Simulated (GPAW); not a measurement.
# B K ELNES/XANES of BP (F-43m) from DFT, part 2 of 4

How does the B K edge of BP (F-43m) move when the bonds are compressed or stretched?

GPAW 26.7.0; X-ray absorption from dipole matrix elements to empty bands, plane-wave PAW LDA.

So far. Step 2 (The field without a hole): The mesh shows a gap of 1.21 eV, so the hole is first treated in a charged cell, without the excited electron.

### 4. Spectrum with FCH, B atom 2

The holes are 5.6 Å apart. In GPAW the data set carries the hole's charge, so charge=0 means a charged cell and charge=-1 a neutral one. The excited electron is left out and a uniform background balances the charge. After the field has converged, empty bands are computed with the density fixed and the dipole matrix elements are summed.

The absorber has 4 P at 1.97 Å (tetrahedral, site symmetry -43m).

Input file xas.py:

```python
import numpy as np
from ase import Atoms
from ase.parallel import parprint, paropen
from gpaw import GPAW, PW, FermiDirac, Mixer, MixerDif, setup_paths
from gpaw.test import gen
setup_paths.insert(0, '.')
gen('B', name='fch1s', xcname='LDA', corehole=(1, 0, 1), write_xml=True)
from gpaw.mpi import world
world.barrier()

atoms = Atoms('P6B6',
    cell=[[2.269, 4.538, 2.269],
     [4.538, -2.269, -2.269],
     [2.269, 2.269, -4.538]],
    scaled_positions=[[0.125, 0.375, 0.625],
     [0.625, 0.54166667, 0.79166667],
     [0.125, 0.70833333, 0.95833333],
     [0.625, 0.875, 0.125],
     [0.125, 0.04166667, 0.29166667],
     [0.625, 0.20833333, 0.45833333],
     [0, 0, 0],
     [0.5, 0.16666667, 0.16666667],
     [0, 0.33333333, 0.33333333],
     [0.5, 0.5, 0.5],
     [0, 0.66666667, 0.66666667],
     [0.5, 0.83333333, 0.83333333]],
    pbc=True)
atoms.calc = calc = GPAW(legacy_gpaw=True, mode=PW(430, force_complex_dtype=True), xc='LDA', setups={6: 'fch1s'},
    kpts={'size': (3, 4, 4), 'gamma': True}, occupations=FermiDirac(0.02),
    charge=0, mixer=Mixer(0.1, 5, 50), maxiter=150,
    convergence={'density': 0.0001, 'eigenstates': 1e-6}, txt='scf.txt')
energy = atoms.get_potential_energy() + calc.get_reference_energy()
ef = calc.get_fermi_level()
out = dict(energy=energy, fermi=ef, forces=atoms.get_forces().tolist())
parprint(f'all-electron energy {energy:.4f} eV, Fermi level {ef:.4f} eV')
ev = np.array([[calc.get_eigenvalues(k, s) for k in range(len(calc.get_ibz_k_points()))] for s in range(calc.get_number_of_spins())])
out['homo'], out['lumo'], out['counts'] = ev[ev < ef].max(), ev[ev > ef].min(), sorted(set((ev < ef).sum((0, 2)).tolist()))
out['filled'] = (ev[:, 0] < ef).sum(1).tolist()

from ase.units import Ha
from gpaw.xas import dipole_matrix_elements
nb = int(calc.get_number_of_electrons() / 2) + 86
top, nb = nb, nb + 8 + nb // 12
nscf = calc.fixed_density(kpts={'size': (5, 5, 5), 'gamma': True}, nbands=nb,
    convergence={'bands': top, 'eigenstates': 5e-3}, maxiter=60, txt='nscf.txt')
cell = atoms.cell.array
ops = [cell.T @ U.T @ np.linalg.inv(cell.T) for U in nscf.wfs.kd.symmetry.op_scc]
filled = [24]  # bands filled in the ground state, by spin
E = np.arange(-6, 34, 0.1)
fwhm = np.interp(E, [4, 25], [0.9, 3.5])
Y, X, zero, highest = 0, 0, 1e9, 1e9
for spin in range(nscf.get_number_of_spins()):
    wfs = nscf.wfs
    mine = wfs.bd.get_slice()  # this rank's bands
    A = dipole_matrix_elements(wfs.setups[6])
    eps = np.zeros((wfs.kd.nibzkpts, nb))
    d = np.zeros((3, A.shape[1], wfs.kd.nibzkpts, nb), complex)
    for kpt in wfs.kpt_u:
        if kpt.s == spin and 6 in kpt.P_ani:
            eps[kpt.k, mine] = kpt.eps_n * Ha
            d[:, :, kpt.k, mine] = (kpt.weight * wfs.nspins / 2) ** 0.5 * np.inner(A, kpt.P_ani[6])
    world.sum(eps)
    world.sum(d)
    T = np.einsum('amkn,bmkn->abkn', d, d.conj()).real
    T = sum(np.einsum('ai,ijkn,bj->abkn', R, T, R) for R in ops) / len(ops)
    empty = np.ones_like(eps, bool) & (np.arange(nb) >= filled[spin])
    zero, highest = min(zero, eps[empty].min()), min(highest, eps[:, top - 1].min())
    lines = [(eps, T, empty)] if spin == 0 else lines + [(eps, T, empty)]
for eps, T, empty in lines:
    f = np.einsum('aakn->akn', T).reshape(3, -1)
    x = eps.ravel() - zero
    w = np.interp(x, E, fwhm) / 2.35482
    g = np.exp(-0.5 * ((E[:, None] - x) / w) ** 2) / (w * (2 * np.pi) ** 0.5)
    Y = Y + (f * empty.ravel()) @ g.T
    X = X + (f * ~empty.ravel()) @ g.T
out.update(E=E.round(2).tolist(), xas=Y.tolist(), xes=X.tolist(), zero=zero, valid=highest - zero, nk=len(eps), nb=nb)
for i in range(0, len(E), 10):
    parprint(f'{E[i]:7.2f}', *(f'{v:10.3e}' for v in Y[:, i]))
import json
with paropen('out.json', 'w') as f:
    json.dump(out, f)
```

Run with:

```
$ OMP_NUM_THREADS=1 mpirun -n 4 gpaw python xas.py
```

Numbers of over 12 decimals in the logs are rounded to 6 here.

Log:

```text
Input parameters:
  convergence: {density: 0.0001,
                eigenstates: 1e-06}
  kpts: {gamma: True,
         size: (3, 4, 4)}
  maxiter: 150
  mixer: {backend: pulay,
          beta: 0.1,
          method: separate,
          nmaxold: 5,
          weight: 50}
  mode: {ecut: 430.0,
         force_complex_dtype: True,
         name: pw}
  occupations: {fixmagmom: False,
                name: fermi-dirac,
                width: 0.02}
  setups: {6: fch1s}

Initialize ...

[... PAW data sets ...]

Reference energy: -59406.466641  # eV

Spin-paired calculation

[... convergence settings ...]
Symmetries present (total): 2
  [... symmetry matrices ...]

48 k-points: 3 x 4 x 4 Monkhorst-Pack grid + [0.000000,1/8,1/8]
17 k-points in the irreducible part of the Brillouin zone
       k-points in crystal coordinates                weights
   0:     0.00000000    0.00000000    0.00000000          1/48
   1:     0.00000000    0.25000000   -0.25000000          2/48
   2:     0.00000000    0.25000000    0.00000000          4/48
   3:     0.00000000    0.25000000    0.25000000          2/48
   4:     0.00000000    0.50000000    0.00000000          2/48
   5:     0.00000000    0.50000000    0.25000000          4/48
   6:     0.00000000    0.50000000    0.50000000          1/48
   7:     0.33333333   -0.25000000    0.25000000          2/48
   8:     0.33333333    0.00000000    0.00000000          2/48
   9:     0.33333333    0.00000000    0.25000000          4/48
          ...
  16:     0.33333333    0.50000000    0.50000000          2/48

Wave functions: Plane wave expansion
  Cutoff energy: 430.000 eV
  Number of coefficients (min, max): 2815, 2851
  Pulay-stress correction: 0.000000 eV/Ang^3 (de/decut=0.000000)
  Using FFTW library
  Wavefunction extrapolation:
    Improved wavefunction reuse through dual PAW basis

Occupation numbers: Fermi-Dirac:
  width: 0.0200  # eV

Eigensolver
   Davidson(niter=2)

Densities:
  Coarse grid: 27*27*27 grid
  Fine grid: 54*54*54 grid
  Total Charge: 1.000000

Density mixing:
  Method: separate
  Backend: pulay
  Linear mixing parameter: 0.1
  old densities: 5
  Width of damping distribution: 1.1
  Damping of long wavelength oscillations: 50

[... Hamiltonian set-up ...]
Number of atoms: 12
Number of atomic orbitals: 48
Number of bands in calculation: 33
Number of valence electrons: 48
Bands to converge: occupied

... initialized

Initializing position-dependent things.

Density initialized from atomic densities
Creating initial wave functions:
  33 bands from LCAO basis set

               B  P
       B
           P        B P
                        P
             B
                 P        B

                   B  P

Atomic positions and initial magnetic moments

Positions:
   0 P      3.403500    1.134500   -3.403500    ( 0.0000,  0.0000,  0.0000)
   1 P      5.672500    3.403500   -3.403500    ( 0.0000,  0.0000,  0.0000)
   2 P      5.672500    1.134500   -5.672500    ( 0.0000,  0.0000,  0.0000)
   3 P      5.672500    1.134500   -1.134500    ( 0.0000,  0.0000,  0.0000)
   4 P      1.134500    1.134500   -1.134500    ( 0.0000,  0.0000,  0.0000)
   5 P      3.403500    3.403500   -1.134500    ( 0.0000,  0.0000,  0.0000)
   6 B      0.000000    0.000000    0.000000    ( 0.0000,  0.0000,  0.0000)
   7 B      2.269000    2.269000   -0.000000    ( 0.0000,  0.0000,  0.0000)
   8 B      2.269000   -0.000000   -2.269000    ( 0.0000,  0.0000,  0.0000)
   9 B      4.538000    2.269000   -2.269000    ( 0.0000,  0.0000,  0.0000)
  10 B      4.538000    0.000000   -4.538000    ( 0.0000,  0.0000,  0.0000)
  11 B      6.807000    2.269000   -4.538000    ( 0.0000,  0.0000,  0.0000)

Unit cell:
           periodic     x           y           z      points  spacing
  1. axis:    yes    2.269000    4.538000    2.269000    27     0.1941
  2. axis:    yes    4.538000   -2.269000   -2.269000    27     0.1705
  3. axis:    yes    2.269000    2.269000   -4.538000    27     0.1705

  Lengths:   5.557892   5.557892   5.557892
  Angles:   60.000000  80.405932  99.594068

Effective grid spacing dv^(1/3) = 0.1924

iter:   1  -118.510497
iter:   2  -113.635050   -1.25  -0.65
iter:   3  -108.946515   -0.93  -0.73
iter:   4  -108.459156   -1.71  -1.01
iter:   5  -108.357607   -1.92  -1.24
iter:   6  -108.349661   -2.26  -1.54
iter:   7  -108.312986   -2.91  -1.95
iter:   8  -108.312557   -4.60  -2.22
iter:   9  -108.311098c  -3.82  -2.26
iter:  10  -108.310042c  -3.97  -2.67
iter:  11  -108.309770c  -5.22  -2.90
iter:  12  -108.309723c  -5.40  -3.12
iter:  13  -108.309674c  -5.51  -3.29
iter:  14  -108.309669c  -6.07c -3.35
iter:  15  -108.309679c  -5.70  -3.43
iter:  16  -108.309656c  -6.08c -3.51
iter:  17  -108.309656c  -7.38c -4.33c

Converged after 17 iterations.

Dipole moment: (-6.330410, -9.323166, -6.330410) |e|*Ang

Energy contributions relative to reference atoms: (reference = -59406.466641)

Kinetic:        +43.414017
Potential:      -59.675336
External:        +0.000000
XC:             -91.906712
Entropy (-ST):   -0.000000
Local:           -0.141626
SIC:             +0.000000
--------------------------
Free energy:   -108.309656
Extrapolated:  -108.309656

Showing only first 2 kpts
 Kpt  Band  Eigenvalues  Occupancy
  0    22      7.83211    2.00000
  0    23      7.84662    2.00000
  0    24     10.16775    0.00000
  0    25     10.68565    0.00000

  1    22      6.70301    2.00000
  1    23      6.76934    2.00000
  1    24     10.12754    0.00000
[...]
Fermi level: 8.29020

Gap: 1.313 eV
Transition (v -> c):
  (s=0, k=0, n=23, [0.00, 0.00, 0.00]) -> (s=0, k=6, n=24, [0.00, 0.50, 0.50])
Direct/indirect transitions are different
Direct gap: 1.862 eV
Transition at: (s=0, k=6, n=23, [0.00, 0.50, 0.50])

Forces in eV/Ang:
  0 P    -0.28604    0.55542   -0.28604
  1 P    -0.17949   -0.12232   -0.16884
  2 P     0.74946   -0.19865   -0.36455
  3 P     0.27506    0.16668    0.27506
  4 P    -0.36455   -0.19865    0.74946
  5 P    -0.16884   -0.12232   -0.17949
  6 B    -0.06022   -0.00262   -0.06022
  7 B     0.08866    0.03284    0.36019
  8 B    -0.25184   -0.27728   -0.22336
  9 B     0.06096    0.41142    0.06096
 10 B    -0.22336   -0.27728   -0.25184
 11 B     0.36019    0.03284    0.08866
Scalar-relativistic atomic LDA calculation for B (Boron, Z=5)
Core hole in 1s state (1s occupation: 1.0)
300 radial gridpoints.
|------------------------------------------------|
|------------------------------------------------|
[... the atom generator's iteration count ...]

Energy contributions:
-------------------------
Kinetic:      +16.693400
XC:            -2.260601
Potential:    -31.255183
-------------------------
Total:        -16.822384

state      eigenvalue         ekin         rmax
-----------------------------------------------
1s^1.0 :    -8.526766    11.791826        0.204
2s^2.0 :    -0.864526     1.675176        1.279
2p^1.0 :    -0.653666     1.551222        1.105
-----------------------------------------------
(units: Bohr and Hartree)

Generating PAW setup
Kinetic energy of the core from tauc = 11.795725
Cutoffs:
rc(s)=1.200
rc(p)=1.200
rc(d)=1.200
rc(vbar)=1.080
rc(comp)=1.200
rc(nct)=1.200

Kinetic energy of the core states: 11.791826
Charge: 1.0
Core electrons: 1.0
Valence electrons: 3.0
Pseudo-core charge: 0.037612
Shape function alpha=6.944
Pseudo-electron charge 3.041132
state    eigenvalue         norm
--------------------------------
2s(2) :    -0.864526     1.030522
*s    :     0.135474
2p(1) :    -0.653666     0.942475
*p    :     0.346334
*d    :     0.000000
--------------------------------

Diagonalizing with gridspacing h=0.050

state   all-electron     PAW
-------------------------------
2s:      -0.864526    -0.865247
2p:      -0.653666    -0.654690
*d:                   -0.075592
*f:                   -0.015154
-------------------------------
all-electron energy -59514.7763 eV, Fermi level 8.2902 eV
[...]
31.00  2.699e-04  2.657e-04  2.699e-04
  32.00  2.361e-04  2.337e-04  2.361e-04
  33.00  1.932e-04  1.913e-04  1.932e-04
```

Run time: 52 s. Hardware: 4 MPI ranks of Intel Xeon Platinum 8488C (Sapphire Rapids), shared host; peak memory 0.34 GiB; 3.4 min of CPU time.

The B K spectrum, B atom 2, full core hole (charged cell) (energy from the lowest empty level; intensity scaled to a mean of 1 over the first 20 eV):

```csv
E (eV),intensity
-2.0,0.00
-0.5,0.01
1.0,0.97
2.5,1.83
4.0,1.47
5.5,1.25
7.0,1.36
8.5,1.14
10.0,0.98
11.5,0.97
13.0,0.65
14.5,0.66
16.0,0.90
17.5,0.63
19.0,0.52
20.5,0.52
22.0,0.48
23.5,0.42
25.0,0.46
26.5,0.56
```

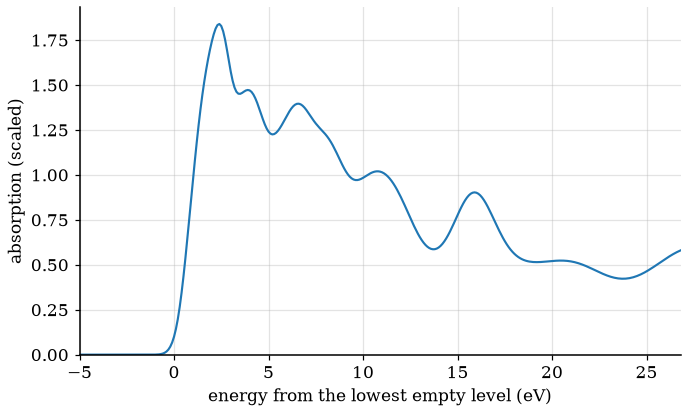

The B K edge, B atom 2, full core hole (charged cell): main maxima at 2.4, 6.6 and 10.8 eV.

Main maxima below 24 eV (height): 2.4 eV (1.84), 6.6 eV (1.40), 10.8 eV (1.02) and 15.9 eV (0.90). A K edge sees empty p states on the absorber.

The hole costs E(hole) − E(ground) = 182.60 eV, and the lowest empty level of the hole cell on the spectrum's mesh lies at 9.06 eV, which puts the zero at 191.65 eV. One term is added: -5.56 eV, since the hole is spin-paired here and a spin-polarised one costs that much less in the free atom (computed apart). The photon energy is then 186.09 eV. The functional and the charged cell's background leave an error in such absolute values: in the free atom LDA prices this hole 2.2 eV below PBE (computed apart), and PBE is itself good to a few eV.

### 5. Reference energy of the supercell

The cell changes for the next run, so it gets a reference energy of its own.

The cell differs from the one that the last finished run ended in (a 5.558 → 5.444 Å, b 5.558 → 5.444 Å, c 5.558 → 5.444 Å).

Input file scf.py:

```python
import numpy as np
from ase import Atoms
from ase.parallel import parprint, paropen
from gpaw import GPAW, PW, FermiDirac, Mixer, MixerDif, setup_paths
from gpaw.test import gen
setup_paths.insert(0, '.')
gen('B', name='nch1s', xcname='LDA', corehole=(1, 0, 0), write_xml=True)
from gpaw.mpi import world
world.barrier()

atoms = Atoms('P6B6',
    cell=[[2.22268088, 4.44536176, 2.22268088],
     [4.44536176, -2.22268088, -2.22268088],
     [2.22268088, 2.22268088, -4.44536176]],
    scaled_positions=[[0.125, 0.375, 0.625],
     [0.625, 0.54166667, 0.79166667],
     [0.125, 0.70833333, 0.95833333],
     [0.625, 0.875, 0.125],
     [0.125, 0.04166667, 0.29166667],
     [0.625, 0.20833333, 0.45833333],
     [0, 0, 0],
     [0.5, 0.16666667, 0.16666667],
     [0, 0.33333333, 0.33333333],
     [0.5, 0.5, 0.5],
     [0, 0.66666667, 0.66666667],
     [0.5, 0.83333333, 0.83333333]],
    pbc=True)
atoms.calc = calc = GPAW(legacy_gpaw=True, mode=PW(430, force_complex_dtype=True), xc='LDA', setups={6: 'nch1s'},
    kpts={'size': (3, 4, 4), 'gamma': True}, occupations=FermiDirac(0.02),
    charge=0, mixer=Mixer(0.1, 5, 50), maxiter=150,
    convergence={'density': 0.0001, 'eigenstates': 1e-6}, txt='scf.txt')
energy = atoms.get_potential_energy() + calc.get_reference_energy()
ef = calc.get_fermi_level()
out = dict(energy=energy, fermi=ef, forces=atoms.get_forces().tolist())
parprint(f'all-electron energy {energy:.4f} eV, Fermi level {ef:.4f} eV')
ev = np.array([[calc.get_eigenvalues(k, s) for k in range(len(calc.get_ibz_k_points()))] for s in range(calc.get_number_of_spins())])
out['homo'], out['lumo'], out['counts'] = ev[ev < ef].max(), ev[ev > ef].min(), sorted(set((ev < ef).sum((0, 2)).tolist()))
out['filled'] = (ev[:, 0] < ef).sum(1).tolist()
import json
with paropen('out.json', 'w') as f:
    json.dump(out, f)
```

Run with:

```
$ OMP_NUM_THREADS=1 mpirun -n 4 gpaw python scf.py
```

Log:

```text
Input parameters:
  convergence: {density: 0.0001,
                eigenstates: 1e-06}
  kpts: {gamma: True,
         size: (3, 4, 4)}
  maxiter: 150
  mixer: {backend: pulay,
          beta: 0.1,
          method: separate,
          nmaxold: 5,
          weight: 50}
  mode: {ecut: 430.0,
         force_complex_dtype: True,
         name: pw}
  occupations: {fixmagmom: False,
                name: fermi-dirac,
[...]
--------------------------------
2s(2) :    -0.344821     1.005361
*s    :     0.655179
2p(1) :    -0.136481     0.982498
*p    :     0.863519
*d    :     0.000000
--------------------------------

Diagonalizing with gridspacing h=0.050

state   all-electron     PAW
-------------------------------
2s:      -0.344821    -0.345234
2p:      -0.136481    -0.136840
*d:                    0.041809
*f:                    0.072211
-------------------------------
all-electron energy -59697.3506 eV, Fermi level 9.4324 eV
[key lines of the parts left out:]
Converged after 13 iterations.
Dipole moment: (-6.175906, -9.192185, -6.175906) |e|*Ang
Free energy:    -86.030051
Fermi level: 9.43244
```

The job ended after 12 s (4 MPI ranks; peak memory 0.23 GiB).

Reference energy: -59697.351 eV with the cores included.

### 6. Spectrum with FCH, B atom 2

Shorter bonds are expected to push antibonding states and scattering resonances up, and longer ones down; the cell is scaled to test that.

Changed against the first core-hole run: volume scale from 1 to 0.94.

xas.py: that of step 4 with these lines changed.

```diff
@@ -11,5 +11,5 @@
 atoms = Atoms('P6B6',
-    cell=[[2.269, 4.538, 2.269],
-     [4.538, -2.269, -2.269],
-     [2.269, 2.269, -4.538]],
+    cell=[[2.22268088, 4.44536176, 2.22268088],
+     [4.44536176, -2.22268088, -2.22268088],
+     [2.22268088, 2.22268088, -4.44536176]],
     scaled_positions=[[0.125, 0.375, 0.625],
@@ -41,3 +41,3 @@
 from gpaw.xas import dipole_matrix_elements
-nb = int(calc.get_number_of_electrons() / 2) + 86
+nb = int(calc.get_number_of_electrons() / 2) + 81
 top, nb = nb, nb + 8 + nb // 12
```

Run with:

```
$ OMP_NUM_THREADS=1 mpirun -n 4 gpaw python xas.py
```

Log:

```text
Input parameters:
  convergence: {density: 0.0001,
                eigenstates: 1e-06}
  kpts: {gamma: True,
         size: (3, 4, 4)}
  maxiter: 150
  mixer: {backend: pulay,
          beta: 0.1,
          method: separate,
          nmaxold: 5,
          weight: 50}
  mode: {ecut: 430.0,
         force_complex_dtype: True,
         name: pw}
  occupations: {fixmagmom: False,
                name: fermi-dirac,
[...]
*p    :     0.346334
*d    :     0.000000
--------------------------------

Diagonalizing with gridspacing h=0.050

state   all-electron     PAW
-------------------------------
2s:      -0.864526    -0.865247
2p:      -0.653666    -0.654690
*d:                   -0.075592
*f:                   -0.015154
-------------------------------
all-electron energy -59515.7878 eV, Fermi level 9.0780 eV
[...]
32.00  2.592e-04  2.536e-04  2.592e-04
  33.00  2.153e-04  2.098e-04  2.153e-04
[key lines of the parts left out:]
Converged after 18 iterations.
Dipole moment: (-6.281022, -9.499904, -6.281022) |e|*Ang
Free energy:   -109.321131
Fermi level: 9.07799
```

Run time: 48 s. Hardware: 4 MPI ranks; peak memory 0.33 GiB.

```csv
E (eV),first run,this run
-2.0,0.00,0.00
-1.0,0.00,0.00
0.0,0.10,0.07
1.0,0.97,0.75
2.0,1.74,1.50
3.0,1.57,1.51
4.0,1.47,1.33
5.0,1.24,1.20
6.0,1.33,1.20
7.0,1.36,1.40
8.0,1.23,1.31
9.0,1.04,1.19
10.0,0.98,1.04
11.0,1.01,1.04
12.0,0.88,0.99
13.0,0.65,0.82
14.0,0.60,0.62
15.0,0.78,0.60
16.0,0.90,0.81
17.0,0.73,0.95
18.0,0.56,0.78
19.0,0.52,0.57
20.0,0.52,0.50
21.0,0.52,0.51
22.0,0.48,0.51
23.0,0.44,0.48
24.0,0.42,0.44
25.0,0.46,0.43
26.0,0.53,0.46
```

The scaled spectrum changes by 13 % r.m.s. The highest intensity below 16 eV goes from 2.4 eV (1.84) to 2.5 eV (1.68).

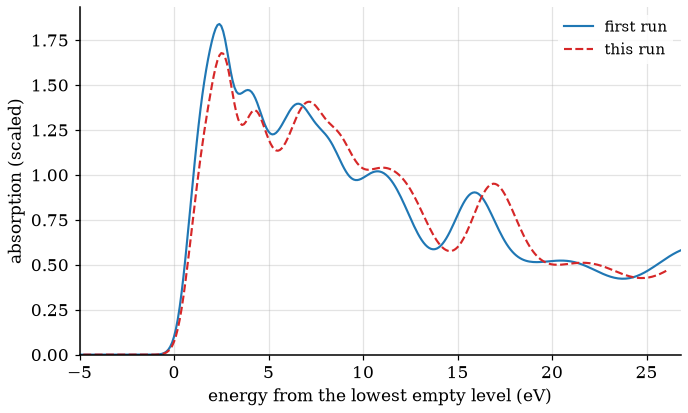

The effect of the change (volume scale from 1 to 0.94).

The photon energy of the zero moves by -0.30 eV.

### 7. Supercell without a hole, the energy reference

The cell changes for the next run, so it gets a reference energy of its own.

The cell differs from the one that the last finished run ended in (a 5.444 → 5.502 Å, b 5.444 → 5.502 Å, c 5.444 → 5.502 Å).

scf.py: that of step 5 with these lines changed.

```diff
@@ -11,5 +11,5 @@
 atoms = Atoms('P6B6',
-    cell=[[2.22268088, 4.44536176, 2.22268088],
-     [4.44536176, -2.22268088, -2.22268088],
-     [2.22268088, 2.22268088, -4.44536176]],
+    cell=[[2.24607924, 4.49215848, 2.24607924],
+     [4.49215848, -2.24607924, -2.24607924],
+     [2.24607924, 2.24607924, -4.49215848]],
     scaled_positions=[[0.125, 0.375, 0.625],
```

Run with:

```
$ OMP_NUM_THREADS=1 mpirun -n 4 gpaw python scf.py
```

Log:

```text
Input parameters:
  convergence: {density: 0.0001,
                eigenstates: 1e-06}
  kpts: {gamma: True,
         size: (3, 4, 4)}
  maxiter: 150
  mixer: {backend: pulay,
          beta: 0.1,
          method: separate,
          nmaxold: 5,
          weight: 50}
  mode: {ecut: 430.0,
         force_complex_dtype: True,
         name: pw}
  occupations: {fixmagmom: False,
                name: fermi-dirac,
[...]
--------------------------------
2s(2) :    -0.344821     1.005361
*s    :     0.655179
2p(1) :    -0.136481     0.982498
*p    :     0.863519
*d    :     0.000000
--------------------------------

Diagonalizing with gridspacing h=0.050

state   all-electron     PAW
-------------------------------
2s:      -0.344821    -0.345234
2p:      -0.136481    -0.136840
*d:                    0.041809
*f:                    0.072211
-------------------------------
all-electron energy -59697.4342 eV, Fermi level 9.0015 eV
[key lines of the parts left out:]
Converged after 17 iterations.
Dipole moment: (-6.196275, -9.090240, -6.196275) |e|*Ang
Free energy:    -86.113631
Fermi level: 9.00148
```

It took 14 s on 4 MPI ranks; peak memory 0.22 GiB.

Reference energy: -59697.434 eV with the cores included.

[end of part 2 of 4]

[Banner, clock and machine lines of the logs are left out without a mark of their own.]

[Logs are printed without paths, hosts, clocks, repeated set-up lines and the standing remarks that a program may print on its own settings, such as how far it seeks lower states.]

[Hosts, paths, dates, database ids (printed as entryN), source tags and the programs' standing remarks are cut or masked in the printed files.]

[Lists of maxima count a maximum above −3 eV only where it reaches 4 % of the highest in the window and stands out from its surroundings by 2 % of it (1.5 % where it reaches 55 %); shoulders and weaker maxima are passed over, and of the rest the first, up to two pre-edge ones and the few strongest are named.]
